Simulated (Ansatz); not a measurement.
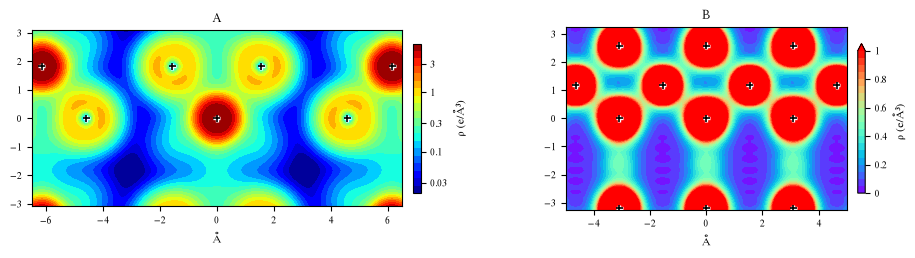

The valence pseudo-density of 2 systems, each on a plane through atoms (crosses mark nuclei in the plane).

Computed with Ansatz 0.2.0, DFT LDA, scalar-relativistic, plane waves, PAW.

System 1: Ga$_{2}$O$_{3}$, the (100) plane of the conventional cell. Space group C2/m; the program warned that the cutoff is below the recommended one.

System 2: MoS$_{2}$, the (110) plane of the conventional cell. Space group P6₃/mmc; a generated structure, not necessarily the stable one; computed without spin polarisation.

### Match each panel to its system.

Panel A is system 2, MoS$_{2}$: the plane holds Mo and S. Mo–S (2.40 Å): the density is about 0.61 e/Å³ at the midpoint. Panel B is system 1, Ga$_{2}$O$_{3}$: the plane holds Ga and O. Ga–O (1.95 Å): ρ at the midpoint is about 0.67 e/Å³.
